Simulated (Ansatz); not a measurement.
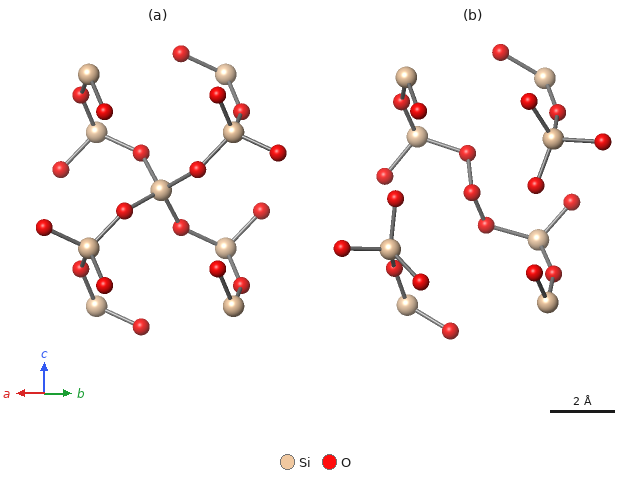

Left: perfect SiO2. Right: the same region with one point defect, after relaxing the atoms in a supercell of 72 sites. The picture is a ball-and-stick view of the atoms within 4.6 Å of one point, in a slice 4.2 Å thick across the line of sight, seen along [110].

Method: DFT, PBEsol, PAW, plane waves (Ansatz). Set-up: plane-wave cutoff 420 eV; k-point mesh 1 × 1 × 1; mesh shifted by (0.25, 0.25, 0.25); no spin polarisation. Fermi-Dirac smearing of 0.01 eV. A uniform background neutralises the charged cell. The axes drawn are those of the host's conventional cell.

Which defect is it?

A silicon atom is replaced by oxygen.

The charge state of the cell is −2.

How does the lattice respond?

In the host the Si atom has 4 O at 1.62 Å; the O atom ends with 2 O at 1.42 to 1.46 Å. Of the host's atoms, an oxygen atom moves furthest from its site, by 1.50 Å. The O atom itself moves 0.49 Å from where it was put.

Limits of the set-up: the cell is charged, on a uniform background, and energies carry no finite-size correction.
